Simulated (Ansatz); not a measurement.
ZnSn$_{2}$O$_{8}$: nudged elastic band (part 2 of 2)

ZnSn$_{2}$O$_{8}$ (defect cell, 11 atoms in the cell); DFT PBE, scalar-relativistic, plane waves, PAW, no spin polarisation (Ansatz 0.2.0); cutoff 420 eV, 3×3×3 k-mesh, Gaussian smearing of 0.02 eV. The structure derives from a Materials Project entry. The run did not end well. It belongs to a series of runs on one base structure; here: climbing-image band for the jump of Zn by 3.24 A.

Geometry of the input (Å; fractional positions):
```
0.0000  4.8272  -3.2382
0.0000  -4.8272  -3.2382
-4.8272  0.0000  3.2382
Zn 0.2500  0.7500  0.5000
Sn 0.0026  0.0026  0.0000
Sn 0.4974  0.4974  0.0000
O  0.5615  0.7500  0.8115
O  0.0520  0.2500  0.8020
O  0.9385  0.7500  0.1885
O  0.4480  0.2500  0.1980
O  0.4673  0.1624  0.6951
O  0.0327  0.7278  0.6951
O  0.4673  0.7722  0.3049
O  0.0327  0.3376  0.3049
```

The program's output, continued:
```
NEB image 2
preconditioner: auto → LDOS  [metal: Δε(μ)=0.012 eV  Ē_g=15.115 eV  σ=0.020 eV  W_gap=0.32  n_scr=42 (ndim 8)  ℏωp=28.4 eV  f_vac=0.056  D(μ)=17.86/eV (n_scr^D=240)  β→1.0]
SCF 39 converged in 7 iterations: F = -19887.757453 eV  dr2 = 9.83e-8
NEB image 3
preconditioner: auto → LDOS  [metal: Δε(μ)=0.011 eV  Ē_g=15.395 eV  σ=0.020 eV  W_gap=0.29  n_scr=42 (ndim 8)  ℏωp=28.4 eV  f_vac=0.057  D(μ)=37.03/eV (n_scr^D=742)  β→1.0]
SCF 40 converged in 5 iterations: F = -19886.313309 eV  dr2 = 3.05e-8
NEB image 4
SCF 41 converged in 7 iterations: F = -19887.757427 eV  dr2 = 5.91e-8
NEB image 5
iter 1 solved again at ethr=9.79e-6 eV; its pass at ethr=3.10e-3 eV (dr2=8.61e-3 eV) is discarded
SCF iter   1: F=—  HF=-19889.203526 eV  |F-HF|=—  |Δ(HF+E_count)|=         —  Δρ=2.08e-3  dr2=8.61e-3  ethr=9.79e-6  ⟨swp⟩=3.8  Hψ=2512  notcnv=0
SCF iter   2: F=—  HF=-19889.203163 eV  |F-HF|=—  |Δ(HF+E_count)|=   3.62e-4  Δρ=8.62e-4  dr2=7.23e-4  ethr=9.79e-6  ⟨swp⟩=2.0  Hψ=1427  notcnv=0
SCF iter   3: F=—  HF=-19889.203173 eV  |F-HF|=—  |Δ(HF+E_count)|=   9.84e-6  Δρ=6.35e-4  dr2=5.99e-4  ethr=8.21e-7  ⟨swp⟩=2.0  Hψ=1201  notcnv=0
SCF iter   4: F=—  HF=-19889.203123 eV  |F-HF|=—  |Δ(HF+E_count)|=   4.97e-5  Δρ=1.72e-4  dr2=3.84e-5  ethr=6.80e-7  ⟨swp⟩=2.0  Hψ=798  notcnv=0
SCF iter   5: F=—  HF=-19889.203105 eV  |F-HF|=—  |Δ(HF+E_count)|=   1.87e-5  Δρ=8.88e-5  dr2=1.01e-5  ethr=4.37e-8  ⟨swp⟩=1.0  Hψ=770  notcnv=0
SCF iter   6: F=—  HF=-19889.203105 eV  |F-HF|=—  |Δ(HF+E_count)|=   4.08e-7  Δρ=6.27e-5  dr2=5.40e-6  ethr=1.15e-8  ⟨swp⟩=1.0  Hψ=770  notcnv=0
SCF iter   7: F=—  HF=-19889.203105 eV  |F-HF|=—  |Δ(HF+E_count)|=   3.20e-7  Δρ=4.65e-5  dr2=2.64e-6  ethr=6.13e-9  ⟨swp⟩=1.0  Hψ=770  notcnv=0
SCF iter   8: F=—  HF=-19889.203104 eV  |F-HF|=—  |Δ(HF+E_count)|=   3.01e-7  Δρ=2.23e-5  dr2=5.54e-7  ethr=3.00e-9  ⟨swp⟩=1.0  Hψ=770  notcnv=0
SCF iter   9: F=—  HF=-19889.203104 eV  |F-HF|=—  |Δ(HF+E_count)|=   3.39e-8  Δρ=9.57e-6  dr2=1.27e-7  ethr=6.30e-10  ⟨swp⟩=1.0  Hψ=770  notcnv=0
SCF iter  10: F=-19889.203104 eV  HF=-19889.203104 eV  |F-HF|=5.47e-8  |Δ(HF+E_count)|=  4.66e-10  Δρ=6.48e-6  dr2=6.38e-8  ethr=1.14e-10  ⟨swp⟩=4.0  Hψ=2379  notcnv=0
SCF 42 converged in 10 iterations: F = -19889.203104 eV  dr2 = 6.38e-8
NEB image 1
NSCF: frozen V_eff on 14 k-points
NEB image 2
NSCF: frozen V_eff on 14 k-points
NEB image 4
NSCF: frozen V_eff on 14 k-points
NEB image 5
NSCF: frozen V_eff on 14 k-points
NEB image 3
NSCF: frozen V_eff on 14 k-points
the band table was solved once a step of the walk had ended and its energy, with any forces and stress, was formed, with the checks that follow a solve (3091 applications of the Hamiltonian). They found nothing against the state; the energy, forces and stress were not computed again (output.eigenvalues in the input reference)
NEB iter   8: max|band force component| = 1.238e-2 eV/Å  barrier→ = 3.4589 eV  barrier← = 3.4589 eV  CI = image 3  Δτ_max = 0.0000 Å  (39 SCF iters)
```

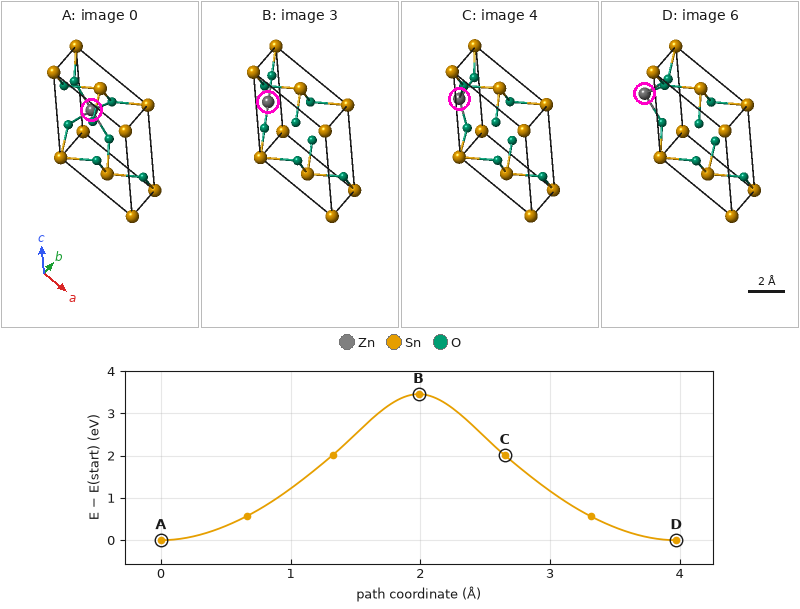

Figure 1. Images of the last band (counted from 0; ball-and-stick, simulation cell, seen slightly off an axis), with the moving atom and its periodic copies ringed, above the energy along the path; the line is a cubic interpolation that uses the forces. The highest image is number 3, 3.459 eV above the start and 3.459 eV above the end (the climbing image); start and end have the same energy. The path is 3.98 Å long, and Zn1 moves most (3.24 Å). The band had not converged after 8 iterations.

```
Step failed. What follows is not a result of the run: it is the report of the last solve that finished, which converged after 10 SCF iterations.
Free energy (F): -19889.203104 eV
Harris-Foulkes:  -19889.203104 eV  (|F-HF|=5.47e-8)
Internal energy: -19889.198146 eV  (E = F + TS)
E sigma→0 (E₀):  -19889.200625 eV
Entropy (-TS):   -0.004959 eV (-0.451 meV/atom)
Fermi energy:    4.036955 eV
--- Per-component energies (eV) ---
  E_band       = -422.323534
  E_kinetic    = 1872.906695
  E_local      = -6997.397723  (includes V_loc(G=0)·N_el)
  E_nonlocal   = 942.853887
  E_hartree    = 3073.488355
  E_xc         = -1471.924585
  E_vxc        = -971.460083  (∫ρ·V_xc dr)
  E_paw        = -11378.687659  (= ΣΔE_a)
  E_vpaw       = -1416.225087  (= ΣTr[D̂ρ^β])
  E_aug_tail   = 0.018204  (compensation charges beyond the density's cutoff)
  E_ewald      = -5930.455320
  E_smearing   = -0.004959  (= −TS)
  E_closure    = 0.000000  (closes the sum)
  Σ components = -19889.203104   (vs F -19889.203104, Δ=0.00e0)
--- Forces (eV/Å), atoms counted from 1 ---
  atom   1  Zn     0.00009526     0.00009685     1.55714985
  atom   2  Sn    -0.00006726    -0.00006924    -0.13560039
  atom   3  Sn    -0.00032944    -0.00033244    -0.05444409
  atom   4  O     -0.04020763     0.04033718    -0.06007765
  atom   5  O     -0.09490975     0.09482692    -0.00716269
  atom   6  O      0.04033553    -0.04020503    -0.06007869
  atom   7  O      0.09482481    -0.09491296    -0.00716099
  atom   8  O      0.04406026     0.04405899    -0.64661809
  atom   9  O      0.27273156     0.27272973     0.03025812
  atom  10  O     -0.04397835    -0.04397727    -0.64660365
  atom  11  O     -0.27257197    -0.27256974     0.03028430
  max |Σ_I F_I| component: 5.40e-5 eV/Å
--- Band table (eV; the first three rows and the last of 14) ---
  k-point 0: bands = ["-16.1928", "-16.1541", "-15.8382", "-15.5324", "-15.5134", "-15.4241", "-15.3885", "-15.3190", "-15.3174", "-15.3045", "-13.5796", "-12.6342", "-12.2715", "-12.1664", "-11.7404", "-11.6380", "-11.0137", "-10.9692", "-2.4948", "-2.0356", "-1.2196", "-0.9769", "-0.8846", "-0.7629", "-0.7552", "0.2901", "0.2982", "1.0554", "1.5158", "1.5698", "1.8652", "1.9840", "2.7539", "3.1411", "3.2675", "3.4571", "3.5314", "3.5852", "3.6307", "3.7917", "3.7968", "3.8794", "3.8938", "4.0795", "4.2041", "4.2923", "4.4569", "7.1810", "9.6995", "11.4121", "11.8033", "13.5046", "13.5997", "14.1023", "14.9126"]
  k-point 1: bands = ["-16.1910", "-16.1599", "-15.8311", "-15.5329", "-15.5137", "-15.4236", "-15.3879", "-15.3195", "-15.3181", "-15.3053", "-13.3763", "-12.6525", "-12.4935", "-12.1785", "-11.8788", "-11.5625", "-11.0123", "-10.9498", "-2.3480", "-1.5555", "-1.0863", "-0.8996", "-0.7744", "-0.7291", "-0.5842", "0.1830", "0.3957", "0.7813", "1.3962", "1.6323", "1.7535", "1.8908", "2.3529", "2.8546", "3.0715", "3.1894", "3.3842", "3.4719", "3.6052", "3.6705", "3.7751", "3.8250", "4.0043", "4.0688", "4.1410", "4.2177", "4.2654", "8.3744", "10.2502", "11.1720", "12.1574", "13.5854", "13.7683", "14.3754", "15.1784"]
  k-point 2: bands = ["-16.0935", "-16.0518", "-15.8634", "-15.7141", "-15.5125", "-15.4086", "-15.3872", "-15.3634", "-15.3338", "-15.3199", "-13.3407", "-12.8558", "-12.2852", "-11.9733", "-11.9117", "-11.3995", "-11.2865", "-11.0087", "-2.2544", "-1.5898", "-1.0742", "-0.8490", "-0.7891", "-0.7277", "-0.7016", "0.1235", "0.8144", "0.8339", "1.4368", "1.6313", "1.8852", "1.9023", "2.0861", "2.7604", "2.9103", "3.1089", "3.2046", "3.4909", "3.5088", "3.7046", "3.8185", "3.9117", "3.9784", "4.0011", "4.1133", "4.1622", "4.2737", "8.6960", "10.0013", "11.7129", "12.5004", "13.3557", "14.1805", "14.2526", "14.5611"]
  k-point 13: bands = ["-16.1864", "-16.1721", "-15.8286", "-15.5353", "-15.5138", "-15.4229", "-15.3872", "-15.3195", "-15.3183", "-15.3065", "-13.2069", "-12.7166", "-12.3571", "-12.3334", "-11.9214", "-11.5919", "-11.0858", "-10.9724", "-2.2499", "-1.6320", "-0.9338", "-0.8049", "-0.7695", "-0.7126", "-0.2649", "0.1972", "0.5935", "0.9367", "1.3708", "1.7601", "1.8845", "1.9143", "2.6843", "2.6898", "2.7147", "2.9674", "3.2961", "3.4207", "3.5244", "3.5604", "3.6221", "3.6389", "3.6816", "3.8616", "3.8980", "4.0815", "4.1156", "9.0161", "10.5079", "11.5347", "11.8736", "13.8387", "13.9044", "14.6599", "15.1461"]
End of that report.
this run last wrote the band of iteration 8 to [file]
Error: NEB band stopped at iteration 8: every band force meets `neb.f_tol`, and the climbing image, 3.46 eV above the higher end point, is dissociated in a way that neither end point is, and its saddle order is undetermined (no order was read). Sites 0 and 7 (counted from 0) are 1.8 times as far apart as at the end point where they are nearer, so the climb may have torn a bond. Start a new band with more images (`neb.images`) or from another path (`neb.initial_path`). A path that does dissociate there converges only with that order determined (see `neb.climbing`), or under `neb.climbing: false`, which gives no saddle point. If the run saves its iterations (`checkpoint.write`), a resume makes this one's close again, and those of its solves that it does not hold; the last `neb_iteration` event holds every image's energy and geometry and what the close read of one, if anything (`data.images[]`: `lagrangian_ev`, `positions_ang`; `data.climbing_image`, where one climbs; `data.climbing_image_order`)
this run wrote the band of iteration 8 to [file] as well, whether or not its events were kept: a new run's `neb.initial_path` can list its `images[].positions_ang`
a run's events are kept only if it was started with --events-out <file>, and are in that file
```

The last band as extended XYZ (Å, eV, eV/Å):
```
11
Lattice="0.0000 4.8272 -3.2382 0.0000 -4.8272 -3.2382 -4.8272 0.0000 3.2382" Properties=species:S:1:pos:R:3:forces:R:3 image=0 energy=-19889.77219
Zn   -2.4136   -2.4136   -1.6191    0.0000   0.0000   0.0000
Sn    0.0000    0.0000   -0.0167    0.0000   0.0000  -0.0012
Sn    0.0000    0.0000   -3.2215    0.0000   0.0000   0.0012
O    -3.9174   -0.9098   -1.6191   -0.0020   0.0020   0.0000
O    -3.8716   -0.9555    1.6191   -0.0006   0.0006   0.0000
O    -0.9098    0.9098   -4.8572    0.0020  -0.0020   0.0000
O    -0.9555    0.9555   -1.6191    0.0006  -0.0006   0.0000
O    -3.3555    1.4717    0.2117    0.0000   0.0000   0.0000
O    -3.3555   -3.3555   -0.2117    0.0000   0.0000   0.0000
O    -1.4717   -1.4717   -3.0264    0.0000   0.0000   0.0000
O    -1.4717   -1.4717   -0.2117    0.0000   0.0000   0.0000
11
Lattice="0.0000 4.8272 -3.2382 0.0000 -4.8272 -3.2382 -4.8272 0.0000 3.2382" Properties=species:S:1:pos:R:3:forces:R:3 image=1 energy=-19889.20319
Zn   -2.4136   -2.4136   -1.2061    0.0000   0.0000  -1.5571
Sn    0.0000    0.0000   -0.0827    0.0000   0.0000   0.1356
Sn   -0.0001   -0.0001   -3.3396    0.0000   0.0000   0.0544
O    -3.8550   -0.9721   -1.6510   -0.0949   0.0949   0.0072
O    -3.8879   -0.9393    1.5114   -0.0402   0.0403   0.0601
O    -0.9721    0.9721   -4.8891    0.0949  -0.0949   0.0072
O    -0.9393    0.9393   -1.7268    0.0403  -0.0402   0.0601
O    -3.3575    1.4697    0.1764    0.0440   0.0440   0.6466
O    -3.4143   -3.4143    0.1187    0.2727   0.2727  -0.0303
O    -1.4698   -1.4698   -3.0618   -0.0440  -0.0440   0.6466
O    -1.4128   -1.4128    0.1186   -0.2726  -0.2726  -0.0303
11
Lattice="0.0000 4.8272 -3.2382 0.0000 -4.8272 -3.2382 -4.8272 0.0000 3.2382" Properties=species:S:1:pos:R:3:forces:R:3 image=2 energy=-19887.75745
Zn   -2.4136   -2.4136   -0.6121   -0.0001  -0.0001  -2.4926
Sn    0.0000    0.0000   -0.0816    0.0002   0.0002  -0.1424
Sn   -0.0001   -0.0001   -3.3065   -0.0002  -0.0002  -0.0893
O    -3.8239   -1.0032   -1.6045    0.1387  -0.1388   0.0878
O    -3.8732   -0.9540    1.5393   -0.0784   0.0785   0.0587
O    -1.0032    1.0033   -4.8426   -0.1388   0.1387   0.0878
O    -0.9540    0.9540   -1.6989    0.0785  -0.0784   0.0587
O    -3.3714    1.4558    0.0024   -0.0447  -0.0447   0.2321
O    -3.5059   -3.5060    0.1739    0.2144   0.2143   0.9835
O    -1.4559   -1.4559   -3.2357    0.0448   0.0448   0.2321
O    -1.3212   -1.3212    0.1739   -0.2145  -0.2145   0.9835
11
Lattice="0.0000 4.8272 -3.2382 0.0000 -4.8272 -3.2382 -4.8272 0.0000 3.2382" Properties=species:S:1:pos:R:3:forces:R:3 image=3 energy=-19886.31331
Zn   -2.4136   -2.4136    0.0000   -0.0001  -0.0001   0.0000
Sn    0.0000    0.0000    0.0000    0.0002   0.0002  -0.0001
Sn   -0.0001   -0.0001   -3.2382   -0.0003  -0.0003   0.0000
O    -3.8556   -0.9716   -1.5754   -0.0001   0.0001   0.0001
O    -3.8556   -0.9716    1.5754    0.0000   0.0001  -0.0001
O    -0.9716    0.9716   -4.8136    0.0001  -0.0001   0.0001
O    -0.9716    0.9716   -1.6628    0.0001   0.0000  -0.0001
O    -3.3611    1.4660    0.0000    0.0003   0.0003   0.0000
O    -3.5538   -3.5538    0.0000    0.0000   0.0000   0.0000
O    -1.4662   -1.4662   -3.2381   -0.0002  -0.0002   0.0000
O    -1.2733   -1.2733    0.0000    0.0000   0.0000   0.0000
11
Lattice="0.0000 4.8272 -3.2382 0.0000 -4.8272 -3.2382 -4.8272 0.0000 3.2382" Properties=species:S:1:pos:R:3:forces:R:3 image=4 energy=-19887.75743
Zn   -2.4136   -2.4136    0.6121   -0.0001  -0.0001   2.4925
Sn    0.0000    0.0000    0.0815    0.0001   0.0001   0.1424
Sn   -0.0001   -0.0001   -3.1699   -0.0002  -0.0002   0.0893
O    -3.8732   -0.9540   -1.5393   -0.0785   0.0785  -0.0587
O    -3.8239   -1.0032    1.6045    0.1388  -0.1388  -0.0879
O    -0.9540    0.9540   -4.7774    0.0785  -0.0785  -0.0587
O    -1.0032    1.0033   -1.6337   -0.1388   0.1388  -0.0879
O    -3.3714    1.4558   -0.0023   -0.0447  -0.0447  -0.2321
O    -3.5060   -3.5060   -0.1739    0.2145   0.2145  -0.9835
O    -1.4559   -1.4560   -3.2405    0.0448   0.0448  -0.2320
O    -1.3212   -1.3212   -0.1739   -0.2144  -0.2144  -0.9835
11
Lattice="0.0000 4.8272 -3.2382 0.0000 -4.8272 -3.2382 -4.8272 0.0000 3.2382" Properties=species:S:1:pos:R:3:forces:R:3 image=5 energy=-19889.20310
Zn   -2.4136   -2.4136    1.2061    0.0001   0.0001   1.5572
Sn    0.0000    0.0000    0.0827   -0.0001  -0.0001  -0.1356
Sn   -0.0001   -0.0001   -3.1367   -0.0003  -0.0003  -0.0544
O    -3.8879   -0.9393   -1.5114   -0.0402   0.0403  -0.0601
O    -3.8550   -0.9721    1.6510   -0.0949   0.0948  -0.0072
O    -0.9393    0.9393   -4.7496    0.0403  -0.0402  -0.0601
O    -0.9721    0.9721   -1.5872    0.0948  -0.0949  -0.0072
O    -3.3575    1.4697   -0.1764    0.0441   0.0441  -0.6466
O    -3.4143   -3.4143   -0.1187    0.2727   0.2727   0.0303
O    -1.4698   -1.4698   -3.4145   -0.0440  -0.0440  -0.6466
O    -1.4128   -1.4128   -0.1186   -0.2726  -0.2726   0.0303
11
Lattice="0.0000 4.8272 -3.2382 0.0000 -4.8272 -3.2382 -4.8272 0.0000 3.2382" Properties=species:S:1:pos:R:3:forces:R:3 image=6 energy=-19889.77219
Zn   -2.4136   -2.4136    1.6191    0.0000   0.0000   0.0000
Sn    0.0000    0.0000    0.0167    0.0000   0.0000   0.0013
Sn    0.0000    0.0000   -3.2548    0.0000   0.0000  -0.0013
O    -3.8717   -0.9555   -1.6191   -0.0006   0.0006   0.0000
O    -3.9173   -0.9098    1.6191   -0.0022   0.0022   0.0000
O    -0.9555    0.9555   -4.8572    0.0006  -0.0006   0.0000
O    -0.9098    0.9098   -1.6191    0.0022  -0.0022   0.0000
O    -3.3555    1.4717   -0.2117   -0.0001  -0.0001   0.0000
O    -3.3555   -3.3555    0.2117   -0.0001  -0.0001   0.0000
O    -1.4717   -1.4717   -3.4499    0.0001   0.0001   0.0000
O    -1.4717   -1.4717    0.2117    0.0001   0.0001   0.0000
```
